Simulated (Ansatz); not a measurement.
## Two runs on W₃Si₂

System: W₃Si₂ (P4/mbm, 10 atoms in the cell).
Method of run 1: DFT PBE, scalar-relativistic, plane waves, PAW, no spin polarisation (Ansatz 0.2.0).

The structure derives from a Materials Project entry. Text and figures count atoms from 1; the logs count them from 0 in places.

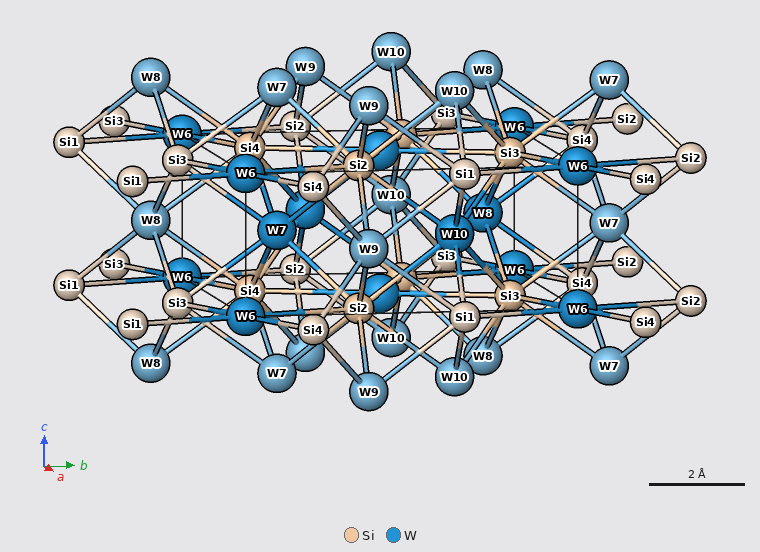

Figure 1. The structure (ball-and-stick view of the cell of the calculation, seen slightly off an axis; neighbours outside the cell are drawn fainter; atoms are numbered from 1 in the order of the input). An atom can appear more than once, as a periodic image.

The input, run 1:
```yaml
crystal:
  lattice:
    - [7.1604370404, 0.0, 0.0]
    - [0.0, 7.1604370404, 0.0]
    - [0.0, 0.0, 3.047335672]
  atoms:
    - { symbol: Si, position: [0.1342329886, 0.6342329886, 0.0] }
    - { symbol: Si, position: [0.8657670114, 0.3657670114, 0.0] }
    - { symbol: Si, position: [0.6342329886, 0.8657670114, 0.0] }
    - { symbol: Si, position: [0.3657670114, 0.1342329886, 0.0] }
    - { symbol: W, position: [0.5, 0.5, 0.0] }
    - { symbol: W, position: [0.0, 0.0, 0.0] }
    - { symbol: W, position: [0.6595119696, 0.1595119696, 0.5] }
    - { symbol: W, position: [0.3404880304, 0.8404880304, 0.5] }
    - { symbol: W, position: [0.1595119696, 0.3404880304, 0.5] }
    - { symbol: W, position: [0.8404880304, 0.6595119696, 0.5] }
basis:
  ecutwfc: 420
kpoints:
  mp_grid: { grid: [6, 6, 12] }
hamiltonian:
  xc: pbe
scf:
  occupations: { method: gaussian, width: 0.15 }
output:
  forces: true
  stress: true
  eigenvalues: true
```

Command:
```bash
ansatz run input.yaml --threads 2 --pin off --max-ram 5120MiB --backend cpu --events-out ev --progress --plain --runs-dir out
```

Hardware: 2 threads of Intel Xeon @ 2.50GHz (Skylake/Cascade Lake), 189 GiB of memory available, shared host.

Output, shortened to warnings, some set-up lines, iterations and results (run 1):
```
Basis set: ecut = 420 eV, 3047 PW (Γ), exchange–correlation on 96×96×48 points (8 copies of the dense FFT grid, shifted against one another)
Symmetry: 16 space group operations
k-points: 70 of 432
Initial density: superposition of atomic densities (neutral atoms: chi_scale 0, normalization atom), corrected by the library's trained network
[...]
SCF iter   1: F=—  HF=-64850.663336 eV  |F-HF|=—  |Δ(HF+E_count)|=         —  Δρ=7.40e-3  dr2=7.72e-2  ethr=1.77e-3  ⟨swp⟩=6.1  Hψ=16313  notcnv=0
SCF iter   2: F=—  HF=-64850.655320 eV  |F-HF|=—  |Δ(HF+E_count)|=   8.02e-3  Δρ=3.96e-3  dr2=1.85e-2  ethr=7.72e-5  ⟨swp⟩=1.4  Hψ=4882  notcnv=0
SCF iter   3: F=—  HF=-64850.653974 eV  |F-HF|=—  |Δ(HF+E_count)|=   1.35e-3  Δρ=5.41e-4  dr2=2.97e-4  ethr=1.85e-5  ⟨swp⟩=2.2  Hψ=5055  notcnv=0
SCF iter   4: F=—  HF=-64850.653980 eV  |F-HF|=—  |Δ(HF+E_count)|=   5.91e-6  Δρ=1.14e-4  dr2=1.92e-5  ethr=2.97e-7  ⟨swp⟩=2.1  Hψ=5803  notcnv=0
SCF iter   5: F=—  HF=-64850.653874 eV  |F-HF|=—  |Δ(HF+E_count)|=   1.06e-4  Δρ=2.43e-5  dr2=5.15e-7  ethr=1.92e-8  ⟨swp⟩=2.0  Hψ=5895  notcnv=0
SCF iter   6: F=-64850.653874 eV  HF=-64850.653874 eV  |F-HF|=1.02e-9  |Δ(HF+E_count)|=   1.03e-7  Δρ=4.32e-6  dr2=1.92e-8  ethr=1.00e-10  ⟨swp⟩=9.7  Hψ=16539  notcnv=0
SCF 1 converged in 6 iterations: F = -64850.653874 eV  dr2 = 1.92e-8
SCF converged after 6 iterations
Free energy (F): -64850.653874 eV
Harris-Foulkes:  -64850.653874 eV  (|F-HF|=1.02e-9)
Internal energy: -64850.566009 eV  (E = F + TS)
E sigma→0 (E₀):  -64850.609941 eV
Entropy (-TS):   -0.087866 eV (-8.787 meV/atom)
Fermi energy:    17.649119 eV
--- Per-component energies (eV) ---
  E_band       = -721.214940
  E_kinetic    = 2860.793479
  E_local      = -4921.129325  (includes V_loc(G=0)·N_el)
  E_nonlocal   = 105.894201
  E_hartree    = 1806.444746
  E_xc         = -1820.833086
  E_vxc        = -1618.172054  (∫ρ·V_xc dr)
  E_paw        = -53426.605882  (= ΣΔE_a)
  E_vpaw       = -761.491967  (= ΣTr[D̂ρ^β])
  E_aug_tail   = -0.000376  (compensation charges beyond the density's cutoff)
  E_ewald      = -9455.129765
  E_smearing   = -0.087866  (= −TS)
  E_closure    = 0.000000  (closes the sum)
  Σ components = -64850.653874   (vs F -64850.653874, Δ=0.00e0)
--- Forces (eV/Å), atoms counted from 1 ---
  atom   1  Si     0.19784475     0.19784475     0.00000000
  atom   2  Si    -0.19784475    -0.19784475     0.00000000
  atom   3  Si     0.19784475    -0.19784475     0.00000000
  atom   4  Si    -0.19784475     0.19784475     0.00000000
  atom   5  W      0.00000000     0.00000000     0.00000000
  atom   6  W      0.00000000     0.00000000     0.00000000
  atom   7  W     -0.36953349    -0.36953349     0.00000000
  atom   8  W      0.36953349     0.36953349     0.00000000
  atom   9  W     -0.36953349     0.36953349     0.00000000
  atom  10  W      0.36953349    -0.36953349     0.00000000
  max |Σ_I F_I| component: 5.55e-17 eV/Å
--- Stress (GPa, compression-positive) ---
      -18.532393       0.000000       0.000000
        0.000000     -18.532393       0.000000
        0.000000       0.000000      -5.768316
  P = ⅓ Tr σ = -14.2777 GPa (-142.777 kbar)
```

Run 2 used a changed input.

The two runs side by side:

| quantity | run 1 | run 2 |
| --- | --- | --- |
| outcome | converged | converged |
| free energy per atom (eV) | −6485.0654 | −6484.9401 |
| energy per atom, smearing taken to zero (eV) | −6485.0610 | −6484.9360 |
| gap on the mesh (eV) | 0.00 | 0.00 |
| pressure (GPa) | −14.28 | −27.94 |
| volume per atom (Å³) | 15.62 | 16.98 |
| largest force (eV/Å) | 0.523 | 0.559 |
| SCF iterations | 6 | 6 |
| irreducible k-points | 70 | 70 |
| plane waves at Γ | 3047 | 3351 |
| wall time (shared host) | 34 s | 38 s |

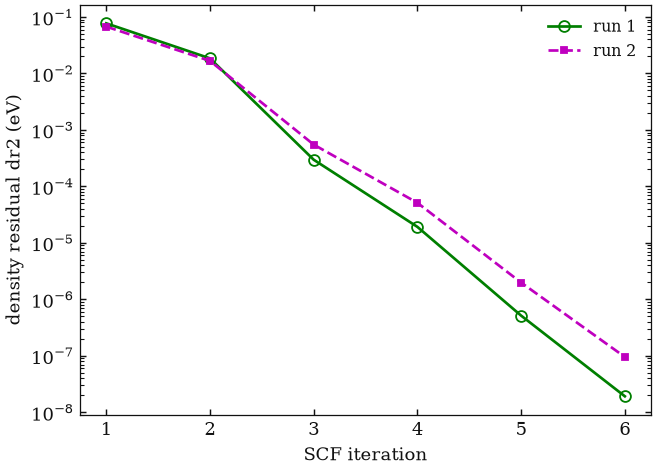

Figure 2. Convergence of the two runs: density residual dr2 against the SCF iteration. Run 1 takes 6 iterations in all, and run 2 takes 6.

What was changed in the input?

The change (lines with − go, lines with + come):
```diff
-    - [0.0, 0.0, 3.047335672]
+    - [0.0, 0.0, 3.3123213826]
```

With the same functional and potentials, run 2 lies 125.3 meV per atom higher. The pressure goes from −14.28 to −27.94 GPa. The largest force goes from 0.523 to 0.559 eV/Å. The volume per atom goes from 15.62 to 16.98 Å³. The number of SCF iterations is the same. The plane waves at Γ go from 3047 to 3351.

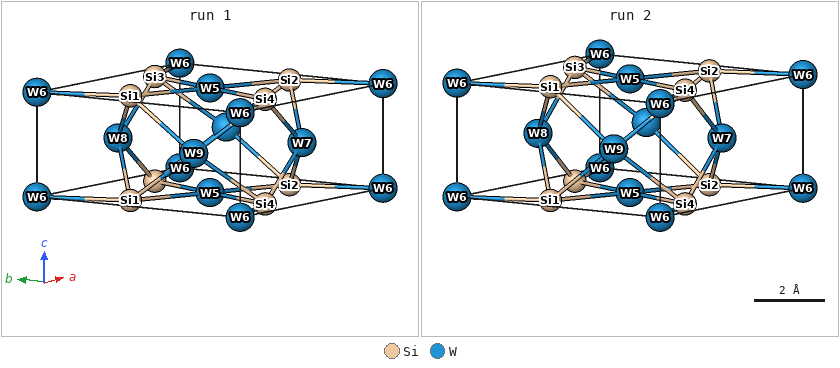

Figure 3. The two input geometries at one scale (ball-and-stick view of the cell of the calculation, seen at an oblique angle). The atoms keep their places relative to the cell (all moves are under 0.005 Å). The volume changes by +8.7 %, with a = b stay at 7.160 Å, c 3.047 → 3.312 Å (+8.7 %). Among the contacts that change: Si–W 2.585 → 2.666 Å, Si–W 2.604 → 2.683 Å.

Output, shortened to warnings, some set-up lines, iterations and results (run 2):
```
Basis set: ecut = 420 eV, 3351 PW (Γ), exchange–correlation on 96×96×48 points (8 copies of the dense FFT grid, shifted against one another)
Symmetry: 16 space group operations
k-points: 70 of 432
Initial density: superposition of atomic densities (neutral atoms: chi_scale 0, normalization atom), corrected by the library's trained network
[...]
SCF iter   1: F=—  HF=-64849.413660 eV  |F-HF|=—  |Δ(HF+E_count)|=         —  Δρ=7.04e-3  dr2=6.76e-2  ethr=1.77e-3  ⟨swp⟩=5.9  Hψ=15980  notcnv=0
SCF iter   2: F=—  HF=-64849.403031 eV  |F-HF|=—  |Δ(HF+E_count)|=   1.06e-2  Δρ=3.71e-3  dr2=1.67e-2  ethr=6.76e-5  ⟨swp⟩=1.7  Hψ=4921  notcnv=0  defer=1
SCF iter   3: F=—  HF=-64849.400577 eV  |F-HF|=—  |Δ(HF+E_count)|=   2.45e-3  Δρ=5.70e-4  dr2=5.50e-4  ethr=1.67e-5  ⟨swp⟩=2.3  Hψ=5802  notcnv=0  defer=1
SCF iter   4: F=—  HF=-64849.400568 eV  |F-HF|=—  |Δ(HF+E_count)|=   8.56e-6  Δρ=1.52e-4  dr2=5.12e-5  ethr=5.50e-7  ⟨swp⟩=2.0  Hψ=5510  notcnv=0  defer=1
SCF iter   5: F=—  HF=-64849.400528 eV  |F-HF|=—  |Δ(HF+E_count)|=   4.01e-5  Δρ=3.22e-5  dr2=1.98e-6  ethr=5.12e-8  ⟨swp⟩=2.0  Hψ=5844  notcnv=0  defer=1
SCF iter   6: F=-64849.400528 eV  HF=-64849.400528 eV  |F-HF|=2.66e-8  |Δ(HF+E_count)|=   1.34e-7  Δρ=7.42e-6  dr2=9.54e-8  ethr=1.00e-10  ⟨swp⟩=8.5  Hψ=20130  notcnv=0
SCF 1 converged in 6 iterations: F = -64849.400528 eV  dr2 = 9.54e-8
SCF converged after 6 iterations
Free energy (F): -64849.400528 eV
Harris-Foulkes:  -64849.400528 eV  (|F-HF|=2.66e-8)
Internal energy: -64849.320183 eV  (E = F + TS)
E sigma→0 (E₀):  -64849.360355 eV
Entropy (-TS):   -0.080345 eV (-8.035 meV/atom)
Fermi energy:    16.058094 eV
--- Per-component energies (eV) ---
  E_band       = -878.834103
  E_kinetic    = 2834.580051
  E_local      = -5237.291329  (includes V_loc(G=0)·N_el)
  E_nonlocal   = 103.387849
  E_hartree    = 1892.112795
  E_xc         = -1809.938559
  E_vxc        = -1603.777204  (∫ρ·V_xc dr)
  E_paw        = -53424.956455  (= ΣΔE_a)
  E_vpaw       = -759.963511  (= ΣTr[D̂ρ^β])
  E_aug_tail   = -0.000327  (compensation charges beyond the density's cutoff)
  E_ewald      = -9207.214208
  E_smearing   = -0.080345  (= −TS)
  E_closure    = -0.000000  (closes the sum)
  Σ components = -64849.400528   (vs F -64849.400528, Δ=0.00e0)
--- Forces (eV/Å), atoms counted from 1 ---
  atom   1  Si     0.09573885     0.09573885     0.00000000
  atom   2  Si    -0.09573885    -0.09573885     0.00000000
  atom   3  Si     0.09573885    -0.09573885     0.00000000
  atom   4  Si    -0.09573885     0.09573885     0.00000000
  atom   5  W      0.00000000    -0.00000000     0.00000000
  atom   6  W      0.00000000     0.00000000     0.00000000
  atom   7  W     -0.39541503    -0.39541503     0.00000000
  atom   8  W      0.39541503     0.39541503     0.00000000
  atom   9  W     -0.39541503     0.39541503     0.00000000
  atom  10  W      0.39541503    -0.39541503     0.00000000
  max |Σ_I F_I| component: 5.55e-17 eV/Å
--- Stress (GPa, compression-positive) ---
      -30.351577       0.000000       0.000000
        0.000000     -30.351577       0.000000
        0.000000       0.000000     -23.130853
  P = ⅓ Tr σ = -27.9447 GPa (-279.447 kbar)
```

For both runs: Spin–orbit coupling is left out, which matters for W. For run 2: The cell is under a tension of 28 GPa at this level, so it is not at its equilibrium volume.
